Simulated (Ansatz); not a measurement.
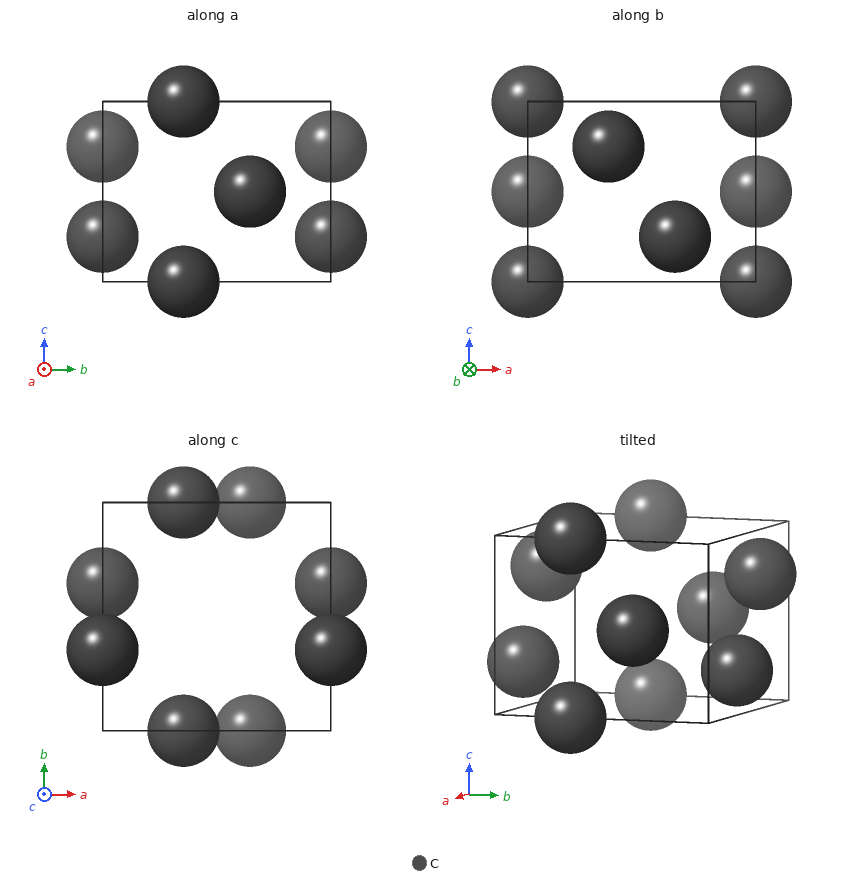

Shown here is a spheres-only view of the crystal, taken along the a axis, along the b axis, along the c axis and slightly off an axis. The outline marks the conventional unit cell.

Lattice parameters: a = 3.1063 Å, b = 3.1063 Å, c = 2.4518 Å, α = 90.000°, β = 90.000°, γ = 90.000°.

Set out the cell and atoms as a CIF with its space group and independent sites, with free fractional coordinates to two decimals.

Answer.
```cif
data_structure
_symmetry_space_group_name_H-M 'P 41 2 2'
_symmetry_Int_Tables_number 91
_cell_length_a 3.1063
_cell_length_b 3.1063
_cell_length_c 2.4518
_cell_angle_alpha 90.000
_cell_angle_beta 90.000
_cell_angle_gamma 90.000
_cell_volume 23.66
loop_
_atom_site_label
_atom_site_type_symbol
_atom_site_symmetry_multiplicity
_atom_site_Wyckoff_symbol
_atom_site_fract_x
_atom_site_fract_y
_atom_site_fract_z
_atom_site_occupancy
C1 C 4 a 0.35 0.00 0.75 1
```

It goes back to a structure type filled with this element by a generator (whether the element takes this form wasn't checked). A relaxation with DFT PBE, scalar-relativistic, plane waves, PAW in Ansatz gave the geometry drawn.
